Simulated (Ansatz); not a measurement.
Geometry relaxation, with input and output: TiSi5 (part 2 of 2)

Continued. System: TiSi5 (P6/mmm, 6 atoms in the cell). Method: DFT PBE, scalar-relativistic, plane waves, PAW, no spin polarisation (Ansatz 0.2.0); cutoff 420 eV, 12×12×8 k-mesh, Gaussian smearing of 0.1 eV. The structure derives from a Materials Project entry. It belongs to a series of runs on one base structure; here: 5 of 6 Ti sites taken by Si, cell and atoms relaxed.

Geometry of the input (Å; fractional positions):
```
2.2259  -3.8554  0.0000
-4.4518  0.0000  0.0000
0.0000  0.0000  -5.2923
Ti 0.0000  1.0000  0.5000
Si 0.0000  1.0000  0.0000
Si 0.3333  0.6667  0.2500
Si 0.3333  0.6667  0.7500
Si 0.6667  0.3333  0.2500
Si 0.6667  0.3333  0.7500
```

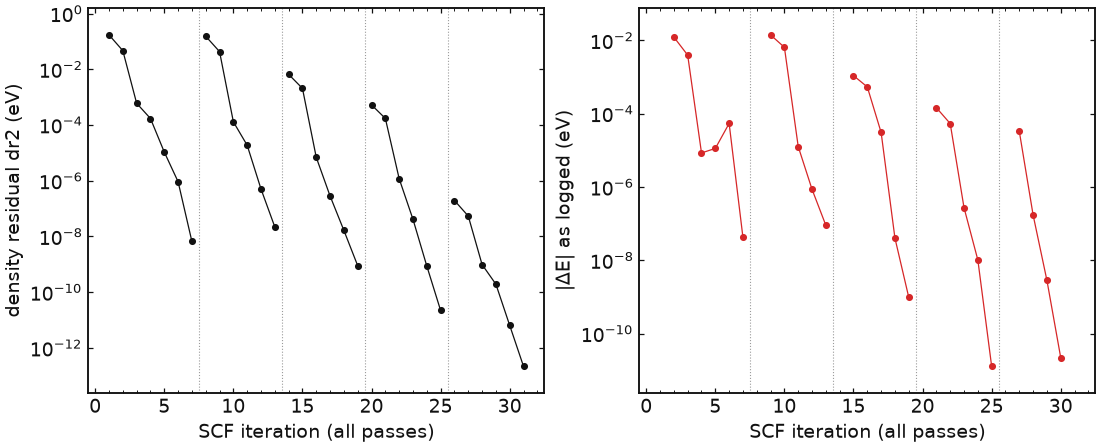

*Convergence of the self-consistent field: density residual dr2 and size of the energy change against the SCF iteration. The dotted lines part the SCF passes of the relaxation: geometry steps, rejected trials and re-solves on a re-selected basis.*

The 5 passes take 6 to 7 iterations each, 31 in all.

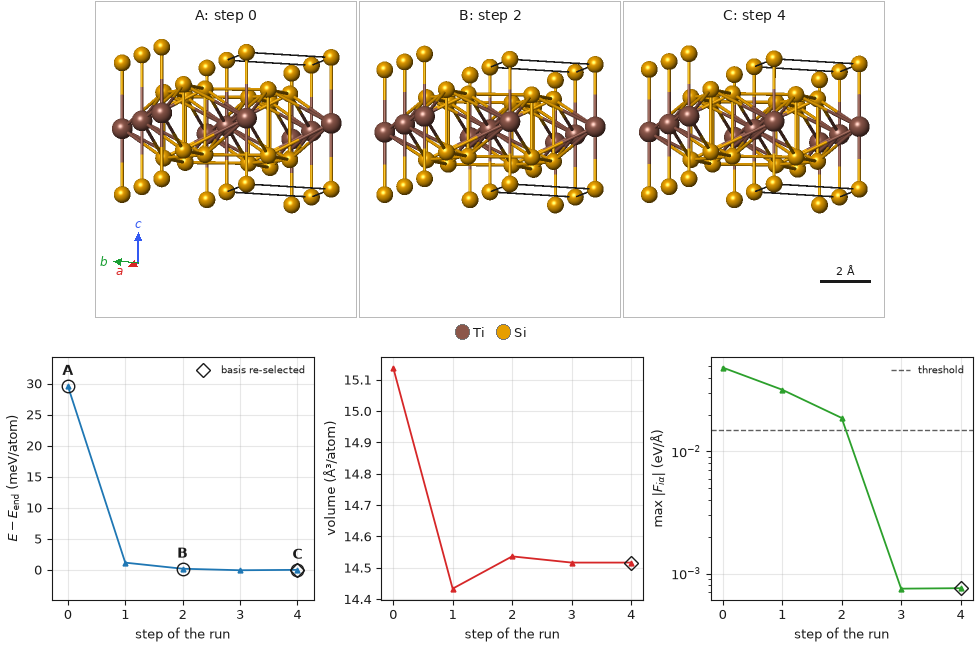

*Frames of the relaxation (ball-and-stick view of the cell of the calculation, set on other vectors, repeated 2 × 2 × 1, seen at an oblique angle) above the curves, on which the letters mark them (the first geometry is step 0 here and step 1 in the log).*

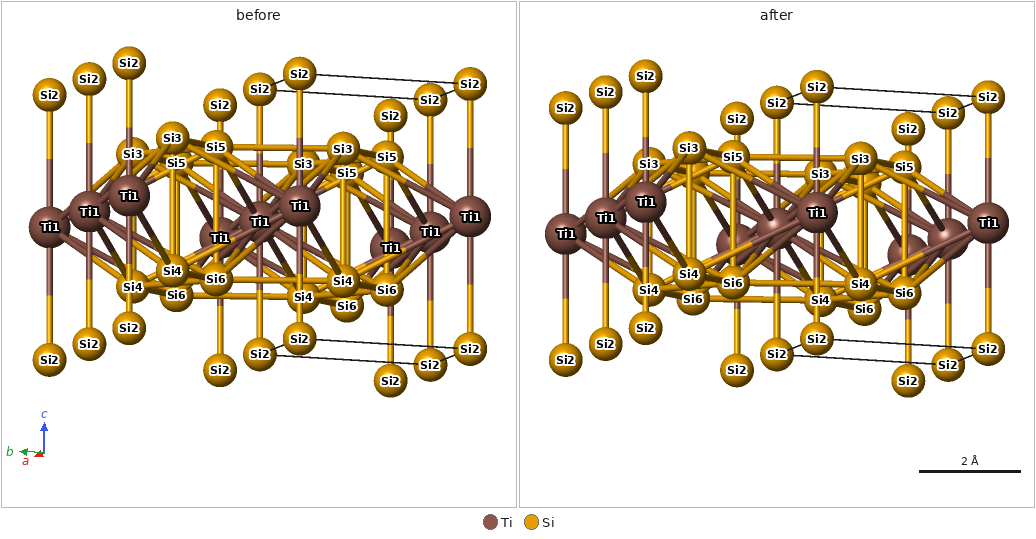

*Before (left) and after (right) the relaxation, at one scale (ball-and-stick view of the cell of the calculation, set on other vectors, repeated 2 × 2 × 1, seen at an oblique angle).*

The energy falls by 29.7 meV per atom in 3 geometry steps. Largest force component: 0.049 eV/Å at the start, 0.00076 eV/Å at the end. Pressure: −4.75 GPa at the start and −0.04 GPa at the end. The atoms keep their places relative to the cell (all moves are under 0.005 Å). Cell: a = b 4.452 → 4.472 Å (+0.4 %), c 5.292 → 5.030 Å (−5.0 %). Volume −4.1 %. Distances before and after: Si3–Si4 2.646 → 2.513 Å, Ti1–Si2 2.646 → 2.515 Å, Ti1–Si3 2.891 → 2.871 Å, Si3–Si5 2.570 → 2.582 Å. The space group stays P6/mmm (No. 191). A last SCF at the same geometry on a re-selected plane-wave basis shifts the energy by +0.1 meV per atom. (Atoms are counted from 1 in the order of the input.)

```
basis re-selected at this cell: Δ(F+E_penalty+E_count) = +3.721e-4 eV, ΔP = -0.006 GPa vs the last step (what re-selecting the basis moved, of the pressure what is left beyond the Pulay correction that the steps carried, after the strain that the cell walked since its last selection, with what the two solves' SCF thresholds leave and, on support functions, any second-order correction that the steps lacked; it is no measure of the basis error at this ecutwfc). This SCF's stress stands 8.63e-2 GPa from its target on what of the cell is left free (relax.cell.stress_tol is 1.50e-1 GPa) and its largest allowed force component is 7.59e-4 eV/Å (relax.f_tol is 1.50e-2 eV/Å): within both
SCF converged after 6 iterations
Free energy (F): -5678.119172 eV
Harris-Foulkes:  -5678.119172 eV  (|F-HF|=0.00e0)
Internal energy: -5678.097970 eV  (E = F + TS)
E sigma→0 (E₀):  -5678.108571 eV
Entropy (-TS):   -0.021202 eV (-3.534 meV/atom)
Fermi energy:    11.508443 eV
--- Per-component energies (eV) ---
  E_band       = -64.895514
  E_kinetic    = 481.666834
  E_local      = -1162.323577  (includes V_loc(G=0)·N_el)
  E_nonlocal   = 135.554398
  E_hartree    = 512.664986
  E_xc         = -378.865785
  E_vxc        = -363.036702  (∫ρ·V_xc dr)
  E_paw        = -3609.879727  (= ΣΔE_a)
  E_vpaw       = -182.086603  (= ΣTr[D̂ρ^β])
  E_aug_tail   = 0.000165  (compensation charges beyond the density's cutoff)
  E_ewald      = -1656.915265
  E_smearing   = -0.021202  (= −TS)
  E_closure    = -0.000000  (closes the sum)
  Σ components = -5678.119172   (vs F -5678.119172, Δ=0.00e0)
--- Forces (eV/Å), atoms counted from 1 ---
  atom   1  Ti     0.00000000    -0.00000000     0.00000000
  atom   2  Si    -0.00000000     0.00000000     0.00000000
  atom   3  Si    -0.00000000     0.00000000    -0.00075885
  atom   4  Si    -0.00000000     0.00000000     0.00075885
  atom   5  Si     0.00000000    -0.00000000    -0.00075885
  atom   6  Si     0.00000000    -0.00000000     0.00075885
  max |Σ_I F_I| component: 4.63e-17 eV/Å
--- Stress (GPa, compression-positive) ---
       -0.018794       0.000000      -0.000000
        0.000000      -0.018794       0.000000
       -0.000000       0.000000      -0.086311
  P = ⅓ Tr σ = -0.0413 GPa (-0.413 kbar)
--- Band table (eV; the first three rows and the last of 95) ---
  k-point 0: bands = ["-45.2175", "-21.5577", "-21.5146", "-21.5146", "-2.0983", "3.2318", "3.6892", "6.0865", "6.6882", "6.6882", "7.9044", "8.2410", "8.2410", "10.4325", "10.4325", "10.4983", "11.0640", "11.0640", "12.3939", "12.3939", "12.7818", "13.3092"]
  k-point 1: bands = ["-45.2175", "-21.5582", "-21.5146", "-21.5146", "-2.0109", "2.2644", "4.7210", "6.1728", "6.7674", "6.7674", "8.0663", "8.1948", "8.1948", "9.9665", "10.4762", "10.4762", "10.5449", "10.5449", "12.3158", "12.9690", "12.9690", "13.4552"]
  k-point 2: bands = ["-45.2175", "-21.5592", "-21.5146", "-21.5146", "-1.7542", "1.2184", "5.9360", "6.4310", "7.0020", "7.0020", "8.0946", "8.0946", "8.5052", "9.0565", "9.5845", "9.5845", "10.8272", "10.8272", "11.1783", "13.7465", "13.7465", "14.4666"]
  k-point 94: bands = ["-45.2171", "-21.5593", "-21.5203", "-21.5203", "1.8017", "1.8017", "2.3529", "2.3529", "2.4853", "5.2244", "9.9604", "10.3392", "10.3392", "10.8158", "10.8158", "10.9541", "12.4279", "12.4279", "13.2953", "13.2953", "14.8485", "14.8593"]
--- Relaxed structure (4 steps of the walk, 4 accepted, 1 SCFs on fresh bases) ---
  F+E_penalty+E_count = -5678.11917193 eV   max|allowed force component| = 7.589e-4 eV/Å   (the final SCF, on the basis selected at the relaxed cell)
  cell:  # Å, volume = 87.1006 Å³
    - [2.235883160355253, -3.8726632335809628, 0.0]
    - [-4.47176632076073, 2.8996828204762435e-11, 0.0]
    - [0.0, 0.0, -5.029587235330302]
  atoms:
    - { symbol: Ti, position: [0.0, 0.9999999999999999, 0.5] }
    - { symbol: Si, position: [0.0, 0.9999999999999999, 0.0] }
    - { symbol: Si, position: [0.33333333333333326, 0.6666666666666664, 0.25014686100102645] }
    - { symbol: Si, position: [0.33333333333333326, 0.6666666666666664, 0.7498531389989737] }
    - { symbol: Si, position: [0.6666666666666665, 0.3333333333333333, 0.25014686100102645] }
    - { symbol: Si, position: [0.6666666666666665, 0.3333333333333333, 0.7498531389989737] }
```

## Trajectory as extended XYZ (Å, eV, eV/Å), 5 frames, from step=1 to step=5
```
6
Lattice="2.2259 -3.8554 0.0000 -4.4518 0.0000 0.0000 0.0000 0.0000 -5.2923" Properties=species:S:1:pos:R:3:forces:R:3 step=1 energy=-5677.94156 pressure_GPa=-4.75
Ti   -4.4518    0.0000   -2.6461    0.0000   0.0000   0.0000
Si   -4.4518    0.0000    0.0000    0.0000   0.0000   0.0000
Si   -2.2259   -1.2851   -1.3231    0.0000   0.0000   0.0486
Si   -2.2259   -1.2851   -3.9692    0.0000   0.0000  -0.0486
Si    0.0000   -2.5703   -1.3231    0.0000   0.0000   0.0486
Si    0.0000   -2.5703   -3.9692    0.0000   0.0000  -0.0486
6
Lattice="2.2218 -3.8482 0.0000 -4.4436 0.0000 0.0000 0.0000 0.0000 -5.0644" Properties=species:S:1:pos:R:3:forces:R:3 step=2 energy=-5678.11222 pressure_GPa=0.41
Ti   -4.4436    0.0000   -2.5322    0.0000   0.0000   0.0000
Si   -4.4436    0.0000    0.0000    0.0000   0.0000   0.0000
Si   -2.2218   -1.2827   -1.2625    0.0000   0.0000  -0.0320
Si   -2.2218   -1.2827   -3.8019    0.0000   0.0000   0.0320
Si    0.0000   -2.5655   -1.2625    0.0000   0.0000  -0.0320
Si    0.0000   -2.5655   -3.8019    0.0000   0.0000   0.0320
6
Lattice="2.2415 -3.8823 0.0000 -4.4829 0.0000 0.0000 0.0000 0.0000 -5.0114" Properties=species:S:1:pos:R:3:forces:R:3 step=3 energy=-5678.11809 pressure_GPa=-0.08
Ti   -4.4829    0.0000   -2.5057    0.0000   0.0000   0.0000
Si   -4.4829    0.0000    0.0000    0.0000   0.0000   0.0000
Si   -2.2415   -1.2941   -1.2530    0.0000   0.0000  -0.0188
Si   -2.2415   -1.2941   -3.7584    0.0000   0.0000   0.0188
Si    0.0000   -2.5882   -1.2530    0.0000   0.0000  -0.0188
Si    0.0000   -2.5882   -3.7584    0.0000   0.0000   0.0188
6
Lattice="2.2359 -3.8727 0.0000 -4.4718 0.0000 0.0000 0.0000 0.0000 -5.0296" Properties=species:S:1:pos:R:3:forces:R:3 step=4 energy=-5678.11954 pressure_GPa=-0.04
Ti   -4.4718    0.0000   -2.5148    0.0000   0.0000   0.0000
Si   -4.4718    0.0000    0.0000    0.0000   0.0000   0.0000
Si   -2.2359   -1.2909   -1.2581    0.0000   0.0000  -0.0008
Si   -2.2359   -1.2909   -3.7715    0.0000   0.0000   0.0008
Si    0.0000   -2.5818   -1.2581    0.0000   0.0000  -0.0008
Si    0.0000   -2.5818   -3.7715    0.0000   0.0000   0.0008
6
Lattice="2.2359 -3.8727 0.0000 -4.4718 0.0000 0.0000 0.0000 0.0000 -5.0296" Properties=species:S:1:pos:R:3:forces:R:3 step=5 energy=-5678.11917 pressure_GPa=-0.04
Ti   -4.4718    0.0000   -2.5148    0.0000   0.0000   0.0000
Si   -4.4718    0.0000    0.0000    0.0000   0.0000   0.0000
Si   -2.2359   -1.2909   -1.2581    0.0000   0.0000  -0.0008
Si   -2.2359   -1.2909   -3.7715    0.0000   0.0000   0.0008
Si    0.0000   -2.5818   -1.2581    0.0000   0.0000  -0.0008
Si    0.0000   -2.5818   -3.7715    0.0000   0.0000   0.0008
```
